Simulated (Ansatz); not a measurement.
**Electron scattering at the Σ3 (112) boundary in fcc Ir with C (interstitial)**

How much does the Σ3 (112) boundary in fcc Ir with C (interstitial) reflect electrons?

Program: Ansatz 0.2.0. Level of theory: Ansatz plane-wave DFT, PBE, PAW files; relaxation of a bicrystal slab with its lowest layers held; PAW set soft_1, in the first sound run; inputs show where later runs differ. Results are calculated unless marked as measured.

## Step 1: The structure

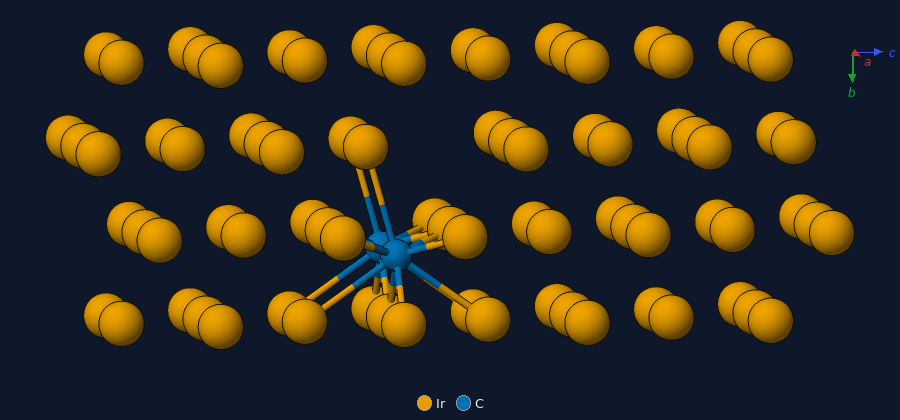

The starting structure, seen from the side, with the c axis across the page (iridium orange, carbon blue). 2×1×1 cells are drawn. Bonds to atoms that aren't drawn are left out. Some periodic images of atoms are drawn too.

The cell holds 25 atoms: 24 Ir and 1 C. Its edges and angles: a = 2.715 Å, b = 6.650 Å, c = 29.809 Å, α = 90.0°, β = 90.0°, γ = 90.0°. It derives from Ir. built on the (1 1 2) plane; 2 overlapping atoms removed and the grains opened by 0 Å. Vacuum lies along c.

## Step 2: Relaxing the bicrystal

The boundary is built by mirroring the lower grain in the boundary plane and removing any atoms that overlap; then the C is put in at the boundary. A thin bicrystal slab is relaxed first, with the lowest layers held and the upper grain free to shift and open.

The input, input.yaml:

```yaml
crystal:
  lattice:
    - [2.7148657757, 0.0, 0.0]
    - [0.0, 6.6500358706, 0.0]
    - [0.0, 0.0, 29.8091418368]
  atoms:
    - { symbol: Ir, position: [2.0e-10, 0.3333333333, 0.1677337787] }
    - { symbol: Ir, position: [0.5000000002, 1.0, 0.194024849] }
    - { symbol: Ir, position: [1.0e-10, 0.6666666666, 0.2203159193] }
    - { symbol: Ir, position: [0.5000000001, 0.3333333333, 0.2466069896] }
    - { symbol: Ir, position: [1.0e-10, 1.0, 0.2728980598] }
    - { symbol: Ir, position: [0.5000000001, 0.6666666666, 0.2991891301] }
    - { symbol: Ir, position: [1.0e-10, 0.3333333333, 0.3254802004] }
    - { symbol: Ir, position: [0.5000000001, 1.0, 0.3517712707] }
    - { symbol: Ir, position: [0.0, 0.6666666667, 0.378062341] }
    - { symbol: Ir, position: [0.5, 0.3333333333, 0.4043534113] }
    - { symbol: Ir, position: [0.0, 0.0, 0.4306444816] }
    - { symbol: C, position: [0.5, 0.75, 0.4306444816] }
    - { symbol: Ir, position: [0.0, 0.6666666667, 0.4832266221] }
    - { symbol: Ir, position: [0.5000000001, 1.0, 0.5095176924] }
    - { symbol: Ir, position: [1.0e-10, 0.3333333333, 0.5358087627] }
    - { symbol: Ir, position: [0.5000000001, 0.6666666666, 0.562099833] }
    - { symbol: Ir, position: [1.0e-10, 1.0, 0.5883909033] }
    - { symbol: Ir, position: [0.5000000001, 0.3333333333, 0.6146819736] }
    - { symbol: Ir, position: [1.0e-10, 0.6666666666, 0.6409730438] }
    - { symbol: Ir, position: [0.5000000002, 1.0, 0.6672641141] }
    - { symbol: Ir, position: [2.0e-10, 0.3333333333, 0.6935551844] }
    - { symbol: Ir, position: [0.5000000002, 0.6666666666, 0.7198462547] }
    - { symbol: Ir, position: [2.0e-10, 0.9999999999, 0.746137325] }
    - { symbol: Ir, position: [0.5000000002, 0.3333333333, 0.7724283953] }
    - { symbol: Ir, position: [3.0e-10, 0.6666666666, 0.7987194656] }
kpoints:
  mp_grid: { grid: [9, 4, 1] }
hamiltonian:
  xc: pbe
  pseudopotentials: { kind: paw, azcp: { folder: soft_1 } }
scf:
  occupations: { method: fermi_dirac, width: 0.1 }
relax:
  f_tol: 0.03
  max_steps: 80
  constraints: [{ sites: [0, 1, 2, 3] }]
```

Launch:

```bash
$ ansatz run input.yaml --threads 4 --pin off --max-ram 15360MiB --backend cpu --events-out ev --progress --plain --runs-dir out
```

Numbers of over 12 decimals in the logs are rounded to 6 here.

What it wrote:

```text
Engine: ansatz 0.2.0, aarch64-unknown-linux-gnu
Pseudopotentials: kind: paw
Pseudopotential: Ir, paw, valence charge 17, recommended cutoff 420 eV (normal), soft_1/Ir.paw.azcp
Pseudopotential: C, paw, valence charge 4, recommended cutoff 420 eV (normal), soft_1/C.paw.azcp
Functional definition: PBE
  parameter kappa = 0.804
  parameter beta = 0.066725
  exchange = pbe_x(kappa = kappa, mu = beta*pi^2/3)
  correlation = pbe_c(beta = beta)
Crystal: 25 atoms, lattice volume = 538.173 Å³
Basis set: ecut = 420 eV, 10553 PW (Γ), exchange–correlation on 40×90×400 points (8 copies of the dense FFT grid, shifted against one another)
Bands: 248, of which v1, the nominal top of the filled ones, is band 206 counted from 1 (205 counted from 0)
Symmetry: 2 space group operations
Space group: Pm (ITA 6), of the structure as read, at distance tolerance 8.1e-5 Å
k-points: 15 of 36 (time reversal used)
Non-local potential: Ir, projectors of the file, l = 0: 3, l = 1: 2, l = 2: 2, l = 3: 1
Non-local potential: C, projectors of the file, l = 0: 2, l = 1: 2, l = 2: 1
PAW form: soft (Blöchl's): semilocal exchange-correlation on the pseudo side does not see the compensation charge
PAW one-centre angular grid: Ir, 590 points (default); XC on 64 Gauss nodes
PAW one-centre angular grid: C, 110 points (default); XC on 64 Gauss nodes
Initial density: superposition of atomic densities (neutral atoms: chi_scale 0, normalization atom)
Initial wavefunctions: pseudopotential atomic-orbital guess
Functional: x = pbe(κ = 0.804, μ = 0.219515), c = pbe(β = 0.066725)
iter 1 solved again at ethr=2.68e-3 eV; its pass at ethr=3.10e-3 eV (dr2=1.10e1 eV) is discarded
SCF iter   1: F=—  HF=-286727.513188 eV  |F-HF|=—  |Δ(HF+E_count)|=         —  Δρ=4.19e-2  dr2=1.11e1  ethr=2.68e-3  ⟨swp⟩=2.3  Hψ=19289  notcnv=0
preconditioner: auto → LDOS  [metal: Δε(μ)=0.009 eV  Ē_g=6.660 eV  σ=0.100 eV  W_gap=0.02  n_scr=154 (ndim 8)  ℏωp=23.7 eV  f_vac=0.298  D(μ)=27.07/eV (n_scr^D=264)  β→1.0]
SCF iter   2: F=—  HF=-286727.085526 eV  |F-HF|=—  |Δ(HF+E_count)|=   4.28e-1  Δρ=3.07e-2  dr2=8.08e0  ethr=2.68e-3  ⟨swp⟩=3.7  Hψ=10474  notcnv=0  defer=91
SCF iter   3: F=—  HF=-286724.800697 eV  |F-HF|=—  |Δ(HF+E_count)|=    2.28e0  Δρ=5.06e-3  dr2=3.54e-1  ethr=1.96e-3  ⟨swp⟩=3.0  Hψ=7356  notcnv=0  defer=136
SCF iter   4: F=—  HF=-286724.782979 eV  |F-HF|=—  |Δ(HF+E_count)|=   1.77e-2  Δρ=2.65e-3  dr2=5.50e-2  ethr=8.60e-5  ⟨swp⟩=2.4  Hψ=7410  notcnv=0  defer=137
SCF iter   5: F=—  HF=-286724.772054 eV  |F-HF|=—  |Δ(HF+E_count)|=   1.09e-2  Δρ=8.58e-4  dr2=1.02e-2  ethr=1.34e-5  ⟨swp⟩=3.3  Hψ=7471  notcnv=0  defer=137
SCF iter   6: F=—  HF=-286724.771204 eV  |F-HF|=—  |Δ(HF+E_count)|=   8.50e-4  Δρ=3.13e-4  dr2=1.19e-3  ethr=2.47e-6  ⟨swp⟩=2.1  Hψ=5257  notcnv=0  defer=137
SCF iter   7: F=—  HF=-286724.771154 eV  |F-HF|=—  |Δ(HF+E_count)|=   5.03e-5  Δρ=1.24e-4  dr2=1.58e-4  ethr=2.88e-7  ⟨swp⟩=2.7  Hψ=6332  notcnv=0  defer=137
SCF iter   8: F=—  HF=-286724.771144 eV  |F-HF|=—  |Δ(HF+E_count)|=   9.64e-6  Δρ=5.32e-5  dr2=2.71e-5  ethr=3.84e-8  ⟨swp⟩=2.9  Hψ=6334  notcnv=0  defer=137
SCF iter   9: F=-286724.771145 eV  HF=-286724.771148 eV  |F-HF|=2.37e-6  |Δ(HF+E_count)|=   3.42e-6  Δρ=1.85e-5  dr2=4.09e-6  ethr=5.46e-9  ⟨swp⟩=4.9  Hψ=12604  notcnv=0
SCF 1 converged in 9 iterations: F = -286724.771145 eV  dr2 = 4.09e-6
  greatest PAW one-centre occupation: 1.000 electrons in one spin orbital (limit 2), on the Ir atom at site 17 (counted from 0), in its partial waves of l = 0
relax step   1: F+E_penalty+E_count = -286724.77114549 eV  Δ(F+E_penalty+E_count) = +0.000e0 eV  max|allowed force component| = 1.348e0 eV/Å  Δτ_max = 0.0000 Å  (9 SCF iters, dr2 threshold 2.25e-5 eV, accepted)
Initial density: handed on by an earlier stage of this run
Initial wavefunctions: those handed on with the density
iter 1 solved again at ethr=4.87e-4 eV; its pass at ethr=3.10e-3 eV (dr2=2.00e0 eV) is discarded
SCF iter   1: F=—  HF=-286725.180321 eV  |F-HF|=—  |Δ(HF+E_count)|=         —  Δρ=1.34e-2  dr2=2.02e0  ethr=4.87e-4  ⟨swp⟩=1.6  Hψ=14146  notcnv=0  defer=112
preconditioner: auto → LDOS  [metal: Δε(μ)=0.001 eV  Ē_g=6.526 eV  σ=0.100 eV  W_gap=0.00  n_scr=154 (ndim 8)  ℏωp=23.7 eV  f_vac=0.302  D(μ)=27.31/eV (n_scr^D=276)  β→1.0]
SCF iter   2: F=—  HF=-286725.139375 eV  |F-HF|=—  |Δ(HF+E_count)|=   4.09e-2  Δρ=4.68e-3  dr2=2.56e-1  ethr=4.87e-4  ⟨swp⟩=2.0  Hψ=5707  notcnv=0  defer=112
SCF iter   3: F=—  HF=-286725.103742 eV  |F-HF|=—  |Δ(HF+E_count)|=   3.56e-2  Δρ=2.61e-3  dr2=1.04e-1  ethr=6.22e-5  ⟨swp⟩=3.0  Hψ=7677  notcnv=0  defer=112
SCF iter   4: F=—  HF=-286725.078190 eV  |F-HF|=—  |Δ(HF+E_count)|=   2.56e-2  Δρ=7.08e-4  dr2=5.90e-3  ethr=2.53e-5  ⟨swp⟩=2.1  Hψ=5353  notcnv=0  defer=112
SCF iter   5: F=—  HF=-286725.076028 eV  |F-HF|=—  |Δ(HF+E_count)|=   2.16e-3  Δρ=1.51e-4  dr2=2.65e-4  ethr=1.43e-6  ⟨swp⟩=2.3  Hψ=6193  notcnv=0  defer=130
SCF iter   6: F=-286725.076004 eV  HF=-286725.076019 eV  |F-HF|=1.50e-5  |Δ(HF+E_count)|=   9.04e-6  Δρ=5.74e-5  dr2=3.22e-5  ethr=2.43e-8  ⟨swp⟩=3.0  Hψ=16804  notcnv=0
SCF 2 converged in 6 iterations: F = -286725.076004 eV  dr2 = 3.22e-5
  greatest PAW one-centre occupation: 1.000 electrons in one spin orbital (limit 2), on the Ir atom at site 21 (counted from 0), in its partial waves of l = 0
relax step   2: F+E_penalty+E_count = -286725.07600382 eV  Δ(F+E_penalty+E_count) = -3.049e-1 eV  max|allowed force component| = 1.598e0 eV/Å  Δτ_max = 0.1978 Å  (6 SCF iters, dr2 threshold 1.00e-4 eV, accepted)
SCF iter   1: F=—  HF=-286725.306173 eV  |F-HF|=—  |Δ(HF+E_count)|=         —  Δρ=6.89e-3  dr2=5.59e-1  ethr=1.42e-3  ⟨swp⟩=4.5  Hψ=7708  notcnv=0  defer=144
preconditioner: auto → LDOS  [metal: Δε(μ)=0.015 eV  Ē_g=6.492 eV  σ=0.100 eV  W_gap=0.04  n_scr=154 (ndim 8)  ℏωp=23.7 eV  f_vac=0.300  D(μ)=27.72/eV (n_scr^D=276)  β→1.0]
SCF iter   2: F=—  HF=-286725.286060 eV  |F-HF|=—  |Δ(HF+E_count)|=   2.01e-2  Δρ=1.95e-3  dr2=3.92e-2  ethr=1.36e-4  ⟨swp⟩=2.1  Hψ=5852  notcnv=0  defer=141
SCF iter   3: F=—  HF=-286725.280630 eV  |F-HF|=—  |Δ(HF+E_count)|=   5.43e-3  Δρ=1.14e-3  dr2=1.91e-2  ethr=9.52e-6  ⟨swp⟩=2.6  Hψ=7007  notcnv=0  defer=141
SCF iter   4: F=—  HF=-286725.275753 eV  |F-HF|=—  |Δ(HF+E_count)|=   4.88e-3  Δρ=2.01e-4  dr2=3.83e-4  ethr=4.63e-6  ⟨swp⟩=2.5  Hψ=6101  notcnv=0  defer=141
SCF iter   5: F=-286725.275694 eV  HF=-286725.275730 eV  |F-HF|=3.58e-5  |Δ(HF+E_count)|=   2.27e-5  Δρ=6.55e-5  dr2=5.68e-5  ethr=2.43e-8  ⟨swp⟩=3.2  Hψ=16639  notcnv=0
SCF 3 converged in 5 iterations: F = -286725.275694 eV  dr2 = 5.68e-5
relax step   3: F+E_penalty+E_count = -286725.27569440 eV  Δ(F+E_penalty+E_count) = -1.997e-1 eV  max|allowed force component| = 3.273e-1 eV/Å  Δτ_max = 0.0948 Å  (5 SCF iters, dr2 threshold 1.00e-4 eV, accepted)
[...]
relax step   4: F+E_penalty+E_count = -286725.29446685 eV  Δ(F+E_penalty+E_count) = -1.877e-2 eV  max|allowed force component| = 3.607e-1 eV/Å  Δτ_max = 0.2000 Å  (7 SCF iters, dr2 threshold 6.70e-6 eV, accepted)
[...]
relax step   5: F+E_penalty+E_count = -286725.31422364 eV  Δ(F+E_penalty+E_count) = -1.976e-2 eV  max|allowed force component| = 2.549e-1 eV/Å  Δτ_max = 0.1123 Å  (7 SCF iters, dr2 threshold 8.13e-6 eV, accepted)
[...]
relax step   6: F+E_penalty+E_count = -286725.32562697 eV  Δ(F+E_penalty+E_count) = -1.140e-2 eV  max|allowed force component| = 1.540e-1 eV/Å  Δτ_max = 0.0585 Å  (5 SCF iters, dr2 threshold 3.25e-5 eV, accepted)
[...]
relax step   7: F+E_penalty+E_count = -286725.32830147 eV  Δ(F+E_penalty+E_count) = -2.675e-3 eV  max|allowed force component| = 2.598e-2 eV/Å  Δτ_max = 0.0202 Å  (5 SCF iters, dr2 threshold 8.66e-6 eV, accepted)
iter 1 solved again at ethr=2.05e-10 eV; its pass at ethr=3.10e-3 eV (dr2=8.44e-7 eV) is discarded
SCF iter   1: F=—  HF=-286725.328374 eV  |F-HF|=—  |Δ(HF+E_count)|=         —  Δρ=9.36e-6  dr2=8.44e-7  ethr=2.05e-10  ⟨swp⟩=2.0  Hψ=8947  notcnv=0  defer=128
preconditioner: auto → LDOS  [metal: Δε(μ)=0.020 eV  Ē_g=6.510 eV  σ=0.100 eV  W_gap=0.05  n_scr=154 (ndim 8)  ℏωp=23.7 eV  f_vac=0.302  D(μ)=27.59/eV (n_scr^D=276)  β→1.0]
SCF iter   2: F=—  HF=-286725.328302 eV  |F-HF|=—  |Δ(HF+E_count)|=   7.18e-5  Δρ=5.76e-6  dr2=3.62e-7  ethr=2.05e-10  ⟨swp⟩=2.0  Hψ=6540  notcnv=0  defer=128
SCF iter   3: F=-286725.328302 eV  HF=-286725.328302 eV  |F-HF|=6.24e-8  |Δ(HF+E_count)|=   8.24e-8  Δρ=2.22e-6  dr2=7.74e-8  ethr=2.43e-11  ⟨swp⟩=3.1  Hψ=17380  notcnv=0
SCF 8 converged in 3 iterations: F = -286725.328302 eV  dr2 = 7.74e-8
relax step   8: F+E_penalty+E_count = -286725.32830204 eV  Δ(F+E_penalty+E_count) = -5.671e-7 eV  max|allowed force component| = 2.598e-2 eV/Å  Δτ_max = 0.0000 Å  (3 SCF iters, accepted)
SCF converged after 3 iterations
Free energy (F): -286725.328302 eV
Harris-Foulkes:  -286725.328302 eV  (|F-HF|=6.24e-8)
Internal energy: -286724.417371 eV  (E = F + TS)
E sigma→0 (E₀):  -286724.872837 eV
Entropy (-TS):   -0.910931 eV (-36.437 meV/atom)
Fermi energy:    14.488492 eV
--- Per-component energies (eV) ---
  E_band       = -6474.595476
  E_kinetic    = 13032.367015
  E_local      = -496187.202940  (includes V_loc(G=0)·N_el)
  E_nonlocal   = 4584.730340
  E_hartree    = 242520.695882
  E_xc         = -5562.345590
  E_vxc        = -6204.089554  (∫ρ·V_xc dr)
  E_paw        = -222464.525783  (= ΣΔE_a)
  E_vpaw       = -6741.782238  (= ΣTr[D̂ρ^β])
  E_aug_tail   = 0.008447  (compensation charges beyond the density's cutoff)
  E_ewald      = 177351.855258
  E_smearing   = -0.910931  (= −TS)
  E_closure    = -0.000000  (closes the sum)
  Σ components = -286725.328302   (vs F -286725.328302, Δ=0.00e0)
--- Forces (eV/Å), atoms counted from 1 ---
  atom   1  Ir     0.00000000    -0.49671561     1.03217427
  atom   2  Ir     0.00000000     0.34941202     0.03181309
  atom   3  Ir    -0.00000000     0.14688497    -0.72303320
  atom   4  Ir    -0.00000000     0.01329368    -0.33382069
  atom   5  Ir    -0.00000000     0.00243548     0.00105384
  atom   6  Ir    -0.00000000    -0.00228116    -0.00896801
  atom   7  Ir     0.00000000     0.00282707     0.00388605
  atom   8  Ir     0.00000000    -0.00467761     0.00017739
  atom   9  Ir     0.00000000     0.00986801    -0.02270751
  atom  10  Ir    -0.00000000    -0.00400891     0.00020920
  atom  11  Ir     0.00000000     0.02034288     0.00464546
  atom  12  C     -0.00000000    -0.00986973    -0.00623703
  atom  13  Ir     0.00000000    -0.00996074     0.02597531
  atom  14  Ir    -0.00000000     0.00206378    -0.00577464
  atom  15  Ir     0.00000000    -0.00323161     0.00592012
  atom  16  Ir     0.00000000    -0.00649639     0.00834833
  atom  17  Ir    -0.00000000    -0.00044542     0.00133901
  atom  18  Ir     0.00000000     0.00350368    -0.00429968
  atom  19  Ir    -0.00000000     0.00132113    -0.00791099
  atom  20  Ir    -0.00000000    -0.00586932    -0.00349228
  atom  21  Ir    -0.00000000    -0.00159216    -0.00048540
  atom  22  Ir     0.00000000    -0.00147024     0.00440221
  atom  23  Ir     0.00000000    -0.00273025    -0.00055091
  atom  24  Ir    -0.00000000    -0.00415026    -0.00629622
  atom  25  Ir    -0.00000000     0.00153474     0.00360184
  max |Σ_I F_I| component: 3.04e-5 eV/Å
--- Relaxed structure (8 steps of the walk, 8 accepted, 0 SCFs on fresh bases) ---
  F+E_penalty+E_count = -286725.32830204 eV   max|allowed force component| = 2.598e-2 eV/Å
  atoms:
    - { symbol: Ir, position: [1.8232922684227584e-17, 0.333333, 0.167734] }
    - { symbol: Ir, position: [0.500000, 1.000000, 0.194024849] }
    - { symbol: Ir, position: [1.8232922671302887e-17, 0.666667, 0.220316] }
    - { symbol: Ir, position: [0.500000, 0.333333, 0.2466069896] }
    - { symbol: Ir, position: [1.7956978141079874e-17, 0.996978, 0.272672] }
    - { symbol: Ir, position: [0.500000, 0.666730, 0.298661] }
    - { symbol: Ir, position: [1.927530676399442e-17, 0.334601, 0.326335] }
    - { symbol: Ir, position: [0.500000, 1.004222, 0.350685] }
    - { symbol: Ir, position: [2.0621636053628723e-17, 0.655944, 0.380022] }
    - { symbol: Ir, position: [0.500000, 0.322781, 0.407481] }
    - { symbol: Ir, position: [2.2931872385972802e-17, -0.010615, 0.434499] }
    - { symbol: C, position: [0.500000, 0.736903, 0.432492] }
    - { symbol: Ir, position: [1.0162353292511843e-17, 0.603370, 0.476606] }
    - { symbol: Ir, position: [0.500000, 0.984480, 0.511637] }
    - { symbol: Ir, position: [1.7453383060430508e-17, 0.304634, 0.535169] }
    - { symbol: Ir, position: [0.500000, 0.638232, 0.559229] }
    - { symbol: Ir, position: [1.9699632272926102e-17, 0.971559, 0.589594] }
    - { symbol: Ir, position: [0.500000, 0.308121, 0.614464] }
    - { symbol: Ir, position: [1.7954639380288666e-17, 0.640408, 0.640745] }
    - { symbol: Ir, position: [0.500000, 0.972274, 0.669222] }
    - { symbol: Ir, position: [1.7158595162521735e-17, 0.304862, 0.692674] }
    - { symbol: Ir, position: [0.500000, 0.642514, 0.719765] }
    - { symbol: Ir, position: [2.3354042666296158e-17, 0.975533, 0.750338] }
    - { symbol: Ir, position: [0.500000, 0.306182, 0.771439] }
    - { symbol: Ir, position: [-1.0322809301553628e-17, 0.629010, 0.795657] }
```

Run time: 8.1 min. Hardware: 4 threads of Arm Neoverse V1, shared host; peak memory 3.3 GiB; 32 min of CPU time.

The steps of the relaxation:

```tsv
step	energy less that of the first step (eV)	largest force component (eV/Å)
1	0.0000	1.3477
2	-0.3049	1.5983
3	-0.5045	0.3273
4	-0.5233	0.3607
5	-0.5431	0.2549
6	-0.5545	0.1540
7	-0.5572	0.0260
8	-0.5572	0.0260
```

Forces are held to the 2 operations that the run works with; a distortion that breaks them can't arise in this run.

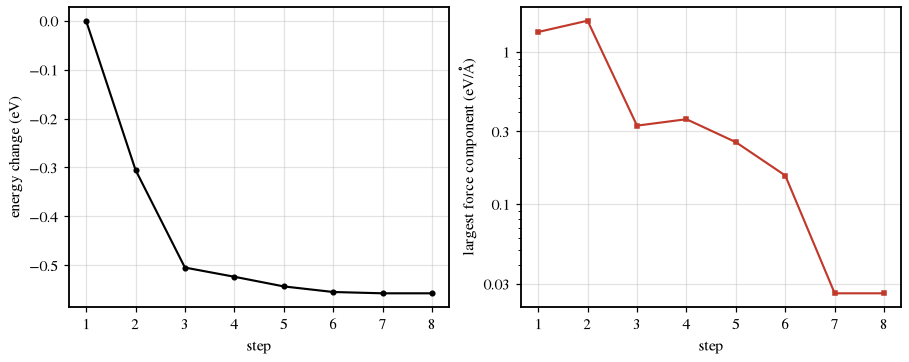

Energy and largest force along the relaxation.

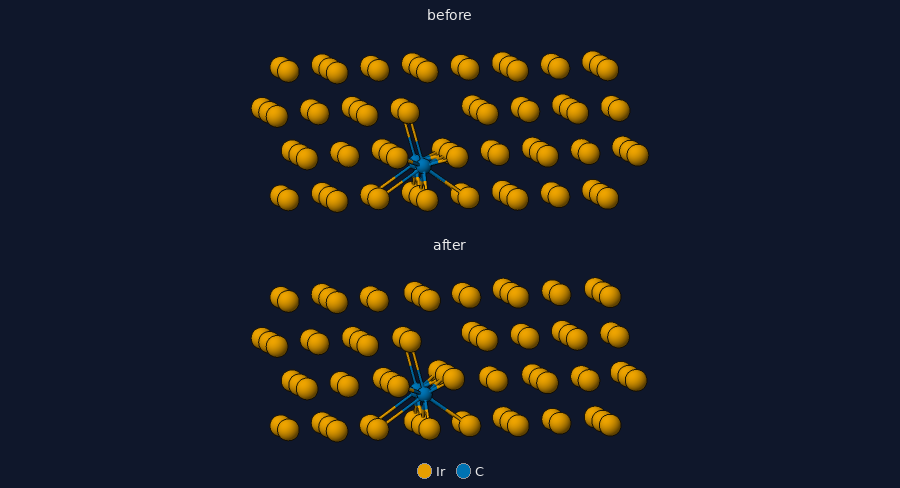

Before and after, at one scale. Bonds to atoms that aren't drawn are left out.

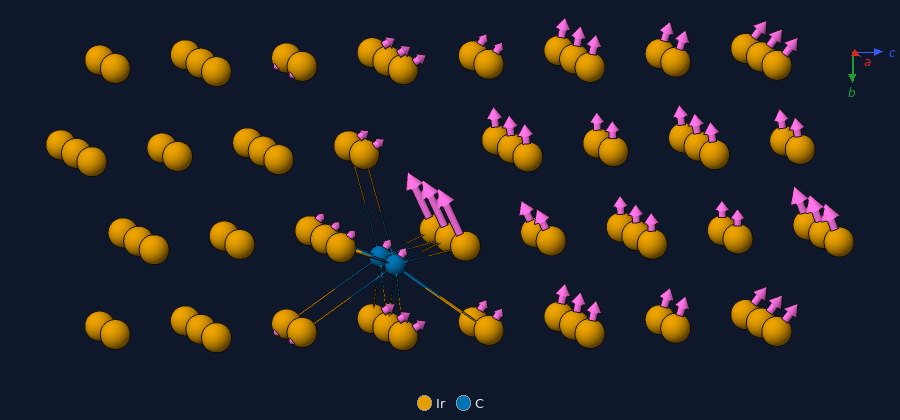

Displacements in the relaxation, exaggerated; the longest in the cell stands for 0.46 Å. Bonds to atoms that aren't drawn are left out. 2×1×1 cells are drawn. Some periodic images of atoms are drawn too.

The atoms that moved most (Å):

```tsv
atom	dx	dy	dz	length
Ir13	0.000	-0.421	-0.197	0.465
Ir25	0.000	-0.250	-0.091	0.267
Ir16	0.000	-0.189	-0.086	0.208
Ir23	0.000	-0.163	0.125	0.205
Ir20	0.000	-0.184	0.058	0.193
Ir17	0.000	-0.189	0.036	0.193
Ir15	0.000	-0.191	-0.019	0.192
Ir21	0.000	-0.189	-0.026	0.191
```

Final coordinates:

```cif
data_structure
_symmetry_space_group_name_H-M 'P 1'
_symmetry_Int_Tables_number 1
_cell_length_a 2.7149
_cell_length_b 6.6500
_cell_length_c 29.8091
_cell_angle_alpha 90.000
_cell_angle_beta 90.000
_cell_angle_gamma 90.000
_cell_volume 538.17
loop_
_atom_site_label
_atom_site_type_symbol
_atom_site_fract_x
_atom_site_fract_y
_atom_site_fract_z
_atom_site_occupancy
Ir1 Ir 0.00000 0.33333 0.16773 1
Ir2 Ir 0.50000 0.00000 0.19402 1
Ir3 Ir 0.00000 0.66667 0.22032 1
Ir4 Ir 0.50000 0.33333 0.24661 1
Ir5 Ir 0.00000 0.99698 0.27267 1
Ir6 Ir 0.50000 0.66673 0.29866 1
Ir7 Ir 0.00000 0.33460 0.32634 1
Ir8 Ir 0.50000 0.00422 0.35068 1
Ir9 Ir 0.00000 0.65594 0.38002 1
Ir10 Ir 0.50000 0.32278 0.40748 1
Ir11 Ir 0.00000 0.98939 0.43450 1
C12 C 0.50000 0.73690 0.43249 1
Ir13 Ir 0.00000 0.60337 0.47661 1
Ir14 Ir 0.50000 0.98448 0.51164 1
Ir15 Ir 0.00000 0.30463 0.53517 1
Ir16 Ir 0.50000 0.63823 0.55923 1
Ir17 Ir 0.00000 0.97156 0.58959 1
Ir18 Ir 0.50000 0.30812 0.61446 1
Ir19 Ir 0.00000 0.64041 0.64074 1
Ir20 Ir 0.50000 0.97227 0.66922 1
Ir21 Ir 0.00000 0.30486 0.69267 1
Ir22 Ir 0.50000 0.64251 0.71977 1
Ir23 Ir 0.00000 0.97553 0.75034 1
Ir24 Ir 0.50000 0.30618 0.77144 1
Ir25 Ir 0.00000 0.62901 0.79566 1
```

This step gave:

```
free energy             : -286725.3283 eV
energy at zero smearing : -286724.8728 eV
Fermi energy            : 14.49 eV
```

The largest force component on a free atom ends at 0.026 eV/Å, under the tolerance of 0.03, after 8 steps.

[end of part 1 of 2]

[Logs are printed without paths, hosts, clocks, repeated set-up lines and the standing remarks that a program may print on its own settings, such as how far it seeks lower states.]

[Hosts, paths, dates, database ids (printed as entryN), source tags and the programs' standing remarks are cut or masked in the printed files.]
